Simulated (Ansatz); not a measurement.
## Band-structure calculation, with input and output: HCl

System: HCl (I4/mmm, 2 atoms in the cell).
Method: DFT, r2SCAN, plane waves, PAW, no spin polarisation (Ansatz 0.2.0).

The structure derives from an entry of the Crystallography Open Database. The geometry comes from this level: r2scan-rvv10 (a point of a series of strains). It belongs to a series of runs on one base structure; here: hydrostatic strain +4.9%.

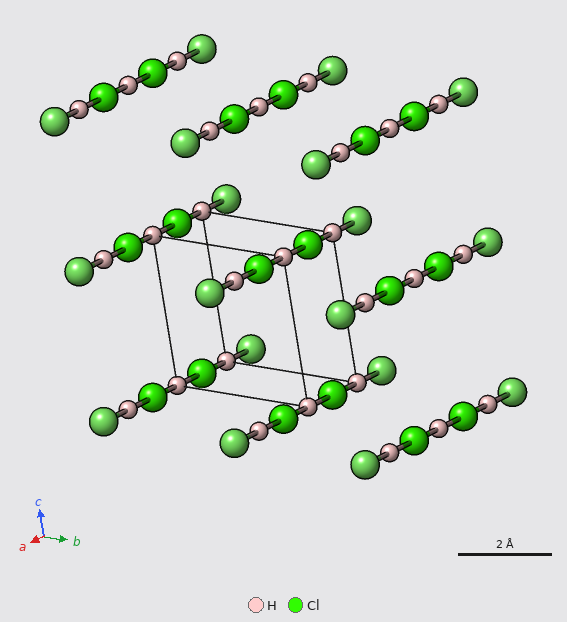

Figure 1. The structure (ball-and-stick view of the reduced cell, repeated 2 × 2 × 2, seen slightly off an axis; neighbours outside the cell are drawn fainter). An atom can appear more than once, as a periodic image. Near neighbours in the periodic cell (some may lie outside the picture): H has 2 Cl at 1.61 Å; Cl has 2 H at 1.61 Å.

## Input file
```yaml
crystal:
  lattice:
    - [0.0, 3.5745094998, 3.5746681439]
    - [1.6050948211, 0.0, 3.5746681439]
    - [1.6050948211, 3.5745094998, 0.0]
  atoms:
    - { symbol: H, position: [0.0, 0.0, 0.0] }
    - { symbol: Cl, position: [0.5, 0.5, 0.5] }
kpoints:
  mp_grid: { grid: [10, 10, 10] }
  band_path:
    path:
      - [0.0, 0.0, 0.0]
      - [-0.499977809, 1.10955e-05, -0.4999889045]
      - [4.43811e-05, 0.5000221905, -0.4999778095]
      - [0.0, 0.350813619, 0.350813619]
      - [4.43811e-05, 0.6492085716, -0.3507914284]
      - [-0.499977809, 0.2500110955, -0.2499889045]
      - [2.21905e-05, 0.5000110953, 1.10953e-05]
      - [-0.5, -0.5, 0.0]
      - [-0.5, 0.359375, -0.140625]
    npoints: 1
hamiltonian:
  xc: r2scan
scf:
  occupations: { method: fixed }
  n_extra_bands: 4
output:
  forces: true
  stress: true
  eigenvalues: true
  write_density: true
  write_potential: true
  elf: true
  volumetric_format: npy
```

Run as:
```bash
ansatz run input.yaml --threads 4 --pin off --max-ram 4608MiB --backend cpu --events-out ev --progress --plain --runs-dir out
```

## The program's output
```
Warning: 8 symmetry operations that the atoms keep within the bar at which the run's group was sought (crystal.symmetry.tolerance 1.0e-5, or twice it) were not taken beside the 8 unitary ones that the detection took (of a slab, those that keep its plane). If the more symmetric cell is meant, write the vectors of crystal.lattice to more decimals, or, with the positions in fractional coordinates, give it by lengths and angles (which lays the cell in the standard orientation, to which the deck's other Cartesian keys then refer), with the lengths that are meant to be equal typed equal, the angles likewise, and each angle that the symmetry fixes typed at its exact value (of a frozen-density pass: in the run whose state it reads). The detection then takes those 8 too, where the atoms keep them as a group. The lattice (crystal.lattice as typed, or as saved on a frozen-density pass laid at its state's geometry) misses each of them by more than the tolerance, the farthest off changing a squared length by the fraction 8.9e-5. The run does not impose them: its cell is that one, or, where this deck is also told that its lattice was moved onto its group, that cell laid onto the operations that were taken. If the cell is strained on purpose, what lies past the tolerance is rightly left out.
scf.n_extra_bands = 4 over 4 filled bands (N_el = 8.0): the run solves 8 bands
Engine: ansatz 0.2.0, aarch64-unknown-linux-gnu
Pseudopotentials: kind: paw
Pseudopotential: H, paw, valence charge 1, recommended cutoff 500 eV (meta_gga), H.paw.azcp
Pseudopotential: Cl, paw, valence charge 7, recommended cutoff 500 eV (meta_gga), Cl.paw.azcp
Functional definition: r2SCAN
  parameter k0 = 0.174
  parameter k1 = 0.065
  parameter a1 = 4.9479
  exchange = r2scan_x(k0 = k0, k1 = k1, a1 = a1)
  correlation = r2scan_c
Crystal: 2 atoms, lattice volume = 41.019 Å³
Basis set: ecut = 500 eV, 1021 PW (Γ), exchange–correlation on 160×120×120 points (64 copies of the dense FFT grid, shifted against one another)
Bands: 8, of which v1, the nominal top of the filled ones, is band 4 counted from 1 (3 counted from 0)
Symmetry: 8 space group operations
Space group: Fmmm (ITA 69), of the structure as read, at distance tolerance 3.4e-5 Å
k-points: 171 of 1000
Non-local potential: H, projectors of the file, l = 0: 2, l = 1: 1
Non-local potential: Cl, projectors of the file, l = 0: 2, l = 1: 2, l = 2: 2
PAW form: soft (Blöchl's): semilocal exchange-correlation on the pseudo side does not see the compensation charge
PAW frozen core: Cl, regenerated for the run's functional (the file was generated under x = pbe(κ = 0.804, μ = 0.2195149727645171), c = pbe(β = 0.06672455060314922))
PAW one-centre angular grid: H, 302 points (default); XC on 160 Gauss nodes
PAW one-centre angular grid: Cl, 302 points (default); XC on 160 Gauss nodes
Initial density: superposition of atomic densities (neutral atoms: chi_scale 0, normalization atom), corrected by the library's trained network
Initial wavefunctions: pseudopotential atomic-orbital guess
Functional: x = r2scan, c = r2scan; τ floored in thin density (d = 2e-4 eV/Å³)
SCF iter   1: F=—  HF=-1099.875867 eV  |F-HF|=—  |Δ(HF+E_count)|=         —  Δρ=6.50e-3  dr2=9.73e-3  dr2_τ=6.89e-3  ethr=1.77e-3  ⟨swp⟩=6.3  Hψ=10312  notcnv=0  defer=331
preconditioner: auto → none  [insulator: Δε(μ)=2.664 eV  Ē_g=15.674 eV  n_scr=4 (ndim 8)  ℏωp=16.4 eV  f_vac=0.127  ε∞_Penn≈2.1]
SCF iter   2: F=—  HF=-1099.876196 eV  |F-HF|=—  |Δ(HF+E_count)|=   3.28e-4  Δρ=2.86e-3  dr2=1.69e-3  dr2_τ=5.21e-5  ethr=1.22e-4  ⟨swp⟩=2.9  Hψ=3342  notcnv=0  defer=336
SCF iter   3: F=—  HF=-1099.876290 eV  |F-HF|=—  |Δ(HF+E_count)|=   9.42e-5  Δρ=4.19e-4  dr2=5.49e-5  dr2_τ=6.59e-6  ethr=2.12e-5  ⟨swp⟩=2.8  Hψ=2123  notcnv=0  defer=338
SCF iter   4: F=—  HF=-1099.876287 eV  |F-HF|=—  |Δ(HF+E_count)|=   3.33e-6  Δρ=1.03e-4  dr2=2.15e-6  dr2_τ=1.98e-7  ethr=6.86e-7  ⟨swp⟩=2.4  Hψ=2081  notcnv=0  defer=217
iter 5 did not close the SCF: its close was put off for the readings that it lacked (scf_convergence_deferred on its scf_iter line)
SCF iter   5: F=-1099.876287 eV  HF=-1099.876287 eV  |F-HF|=2.39e-8  |Δ(HF+E_count)|=   8.19e-7  Δρ=1.91e-5  dr2=8.87e-8  dr2_τ=5.83e-9  ethr=2.69e-8  ⟨swp⟩=2.7  Hψ=1989  notcnv=0  defer=285
SCF iter   6: F=-1099.876287 eV  HF=-1099.876287 eV  |F-HF|=9.32e-10  |Δ(HF+E_count)|=   6.71e-9  Δρ=2.99e-6  dr2=1.21e-9  dr2_τ=1.08e-10  ethr=1.11e-9  ⟨swp⟩=9.0  Hψ=11653  notcnv=0
SCF 1 converged in 6 iterations: F = -1099.876287 eV  dr2 = 1.21e-9
  greatest PAW one-centre occupation: 0.921 electrons in one spin orbital (limit 2), on the Cl atom at site 1 (counted from 0), in its partial waves of l = 0
```

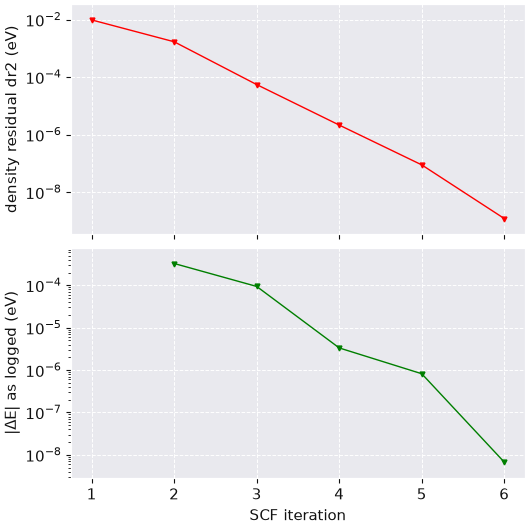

Figure 2. Convergence of the self-consistent field: density residual dr2 and size of the energy change against the SCF iteration. The residual falls at every step.

```
NSCF: frozen V_eff on 9 k-points
SCF converged after 6 iterations
Free energy (F): -1099.876287 eV
Harris-Foulkes:  -1099.876287 eV  (|F-HF|=9.32e-10)
Internal energy: -1099.876287 eV  (E = F + TS)
E sigma→0 (E₀):  -1099.876287 eV
Fermi energy:    -2.447525 eV
--- Per-component energies (eV) ---
  E_band       = -58.167423
  E_kinetic    = 170.508978
  E_local      = -333.920532  (includes V_loc(G=0)·N_el)
  E_nonlocal   = 29.463295
  E_hartree    = 104.452377
  E_xc         = -111.198944
  E_vxc        = -145.283996  (∫ρ·V_xc dr)
  E_paw        = -666.936735  (= ΣΔE_a)
  E_vpaw       = 4.104070  (= ΣTr[D̂ρ^β])
  E_aug_tail   = -0.000231  (compensation charges beyond the density's cutoff)
  E_vtau       = 8.056110  (kinetic-family band-sum trace: ∫τ·v_τ [+ j·A + Jᵃ·Aᵃ] dr)
  E_ewald      = -292.108088
  E_core_change = -0.136407  (= ΣΔE_core)
  E_smearing   = -0.000000  (= −TS)
  E_closure    = 0.000000  (closes the sum)
  Σ components = -1099.876287   (vs F -1099.876287, Δ=0.00e0)
--- Forces (eV/Å), atoms counted from 1 ---
  atom   1  H      0.00000000     0.00000000    -0.00000000
  atom   2  Cl     0.00000000     0.00000000     0.00000000
  max |Σ_I F_I| component: 2.37e-30 eV/Å
--- Stress (GPa, compression-positive) ---
      -11.274204       0.000000       0.000000
        0.000000      -0.018391       0.000000
        0.000000       0.000000      -0.018725
  P = ⅓ Tr σ = -3.7704 GPa (-37.704 kbar)
--- Band table (eV; the first three rows and the last of 171) ---
  k-point 0: bands = ["-17.1667", "-3.0036", "-2.6608", "-2.6606", "0.5249", "5.2698", "9.3613", "14.0084"]
  k-point 1: bands = ["-17.0599", "-4.2028", "-2.6755", "-2.6597", "1.9577", "5.5372", "9.5346", "12.5919"]
  k-point 2: bands = ["-16.7566", "-6.0705", "-2.7010", "-2.6535", "4.5200", "6.2340", "9.6585", "10.9866"]
  k-point 170: bands = ["-16.9995", "-4.1413", "-3.1091", "-2.5189", "0.3460", "8.4749", "9.1651", "12.1267"]
```

## File bands.tsv
```
# k_distance	band_0	band_1	band_2	band_3	band_4	band_5	band_6	band_7
# fermi_ev = -2.447525
# lock_threshold_ev = 1e-6
# [0, 0, 0] at k_distance = 0.000000
# [-0.499977809, 0.0000110955, -0.4999889045] at k_distance = 0.878868
# [0.0000443811, 0.5000221905, -0.4999778095] at k_distance = 1.757737
# [0, 0.350813619, 0.350813619] at k_distance = 3.609948
# [0.0000443811, 0.6492085716, -0.3507914284] at k_distance = 5.082284
# [-0.499977809, 0.2500110955, -0.2499889045] at k_distance = 6.045688
# [0.0000221905, 0.5000110953, 0.0000110953] at k_distance = 6.667142
# [-0.5, -0.5, 0] at k_distance = 8.366762
# [-0.5, 0.359375, -0.140625] at k_distance = 10.243956
# levels_relative_to = fermi_ev
# free_energy_ev = -1099.876287
# largest_residual_norms_ev = 3.135e-4 8.691e-4 1.690e-3 1.980e-3 1.003e-3 9.200e-4 1.404e-3 1.697e-3
0.000000	-14.719189	-0.556098	-0.213293	-0.213095	2.972430	7.717329	11.808808	16.455892
0.878868	-14.551964	-1.693828	-0.661614	-0.071544	2.793457	10.922375	11.612865	14.573585
1.757737	-14.400015	-1.344041	-1.343859	-0.776660	2.597484	8.977875	15.220925	15.221329
3.609948	-13.685737	-5.429100	-0.777046	-0.776913	9.468335	10.247032	12.188834	12.189058
5.082284	-13.685737	-5.429100	-0.777046	-0.776913	9.468335	10.247032	12.188834	12.189058
6.045688	-13.239106	-6.899164	-0.292545	-0.292535	10.206976	10.207170	13.410753	14.624849
6.667142	-13.243819	-6.912412	-0.240912	-0.163589	9.206825	10.340408	13.541107	14.569036
8.366762	-14.552023	-1.693737	-0.661572	-0.071409	2.793525	10.922437	11.612607	14.574262
10.243956	-13.870540	-5.061246	-1.108176	0.021457	9.170592	10.938195	11.601128	11.994408
```

## File v_z.tsv
```
# z_ang	v_es[eV]	v_tot[eV]
# format = ansatz-planar-average/11
# xc	r2scan
# density_cutoff_ev	2000
# datasets	H=:simpson_from_first_knot:soft	Cl=:simpson_from_first_knot:soft:shift=0
# lattice	0.000000000	3.574509500	3.574668144
# lattice	1.605094821	0.000000000	3.574668144
# lattice	1.605094821	3.574509500	0.000000000
# sites	2
# site	1	0.000000000	0.000000000	0.000000000
# site	17	1.605094821	3.574509500	3.574668144
0.000000	2.904724e0	-2.761235e0
0.130612	3.004621e0	-2.711569e0
0.261223	3.238401e0	-2.618668e0
0.391835	3.500621e0	-2.560379e0
0.522446	3.695487e0	-2.604903e0
0.653058	3.675564e0	-2.894115e0
0.783670	3.369468e0	-3.505510e0
0.914281	2.818009e0	-4.393441e0
1.044893	2.072059e0	-5.494299e0
1.175504	1.228506e0	-6.697385e0
1.306116	3.897561e-1	-7.878670e0
1.436727	-3.669749e-1	-8.936781e0
1.567339	-9.936310e-1	-9.809146e0
1.697951	-1.461611e0	-1.045761e1
1.828562	-1.751878e0	-1.085513e1
1.959174	-1.850367e0	-1.098826e1
2.089785	-1.751878e0	-1.085513e1
2.220397	-1.461611e0	-1.045761e1
2.351009	-9.936310e-1	-9.809146e0
2.481620	-3.669749e-1	-8.936781e0
2.612232	3.897561e-1	-7.878670e0
2.742843	1.228506e0	-6.697385e0
2.873455	2.072059e0	-5.494299e0
3.004066	2.818009e0	-4.393441e0
3.134678	3.369468e0	-3.505510e0
3.265290	3.675564e0	-2.894115e0
3.395901	3.695487e0	-2.604903e0
3.526513	3.500621e0	-2.560379e0
3.657124	3.238401e0	-2.618668e0
3.787736	3.004621e0	-2.711569e0
```

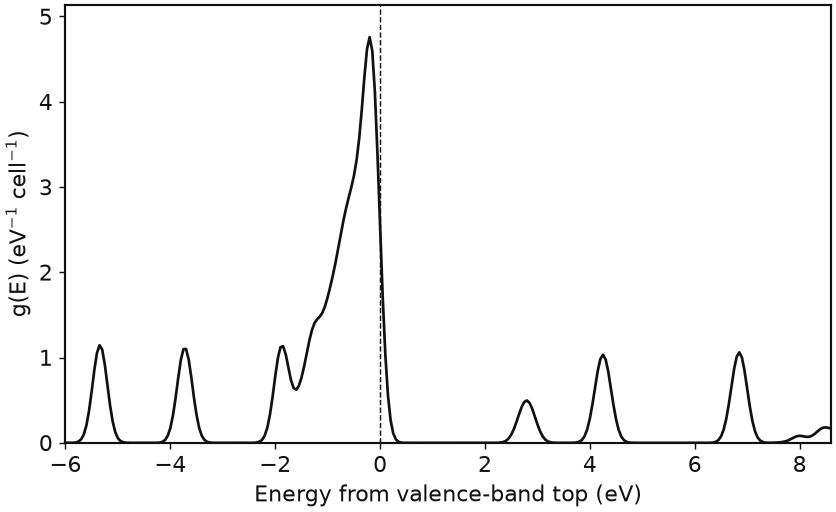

Figure 3. Density of states (the curve is built from the levels of the k mesh with Gaussians 0.3 eV wide, which also blur the band edges), with energies from the valence-band top. There is a gap of 2.60 eV on the k-point mesh. Small ripples come from the finite k-point mesh.

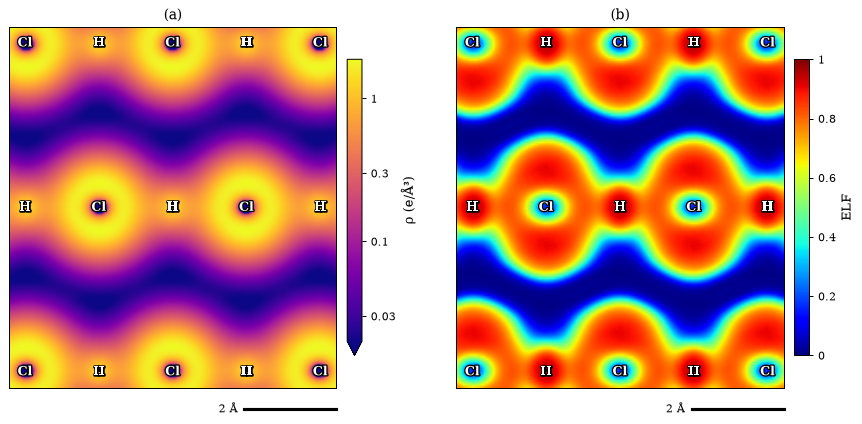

Figure 4. (a) valence electron density; (b) ELF on the (11̄0) plane of the conventional cell. Atoms in the plane: H and Cl. Cl–H (1.61 Å): ρ at the midpoint is about 1.2 e/Å³, with its minimum of 0.71 e/Å³ about 1.2 Å from Cl; the ELF climbs to about 0.95 towards the hydrogen, as it does in any bond to H. Away from the nuclei the density in this plane falls to 0.02 e/Å³ at its lowest. In a PAW calculation such maps are meaningful between the atoms, not at the nuclei.

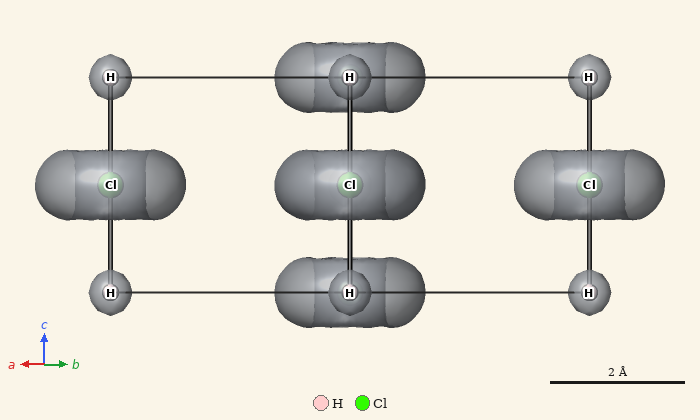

Figure 5. Isosurface of the electron localisation function at 0.85 (grey), seen along [110]. Only the valence region is drawn (cores and ρ < 0.01 e/Å³ removed). Sticks mark near contacts. The outline is the cell set on symmetry axes. Along the contacts the grid gives the following. Cl–H (1.61 Å): the ELF climbs to about 0.95 towards the hydrogen.

## Results in brief

```csv
quantity,value
outcome,converged
space group (tolerance 0.01 Å),I4/mmm (139)
electrons treated,8
free energy,−1099.8763 eV
Fermi energy,−2.448 eV
gap on the k-point mesh,2.60 eV
pressure,−3.77 GPa
largest force (length of the vector),under 0.001 eV/Å
hardware,"4 threads of Arm Neoverse V1, 24 GiB of memory available, shared host"
wall time,3.7 s (CPU time 14 s)
peak memory,0.53 GiB
```

The program warns: near-symmetries of the structure were not used.
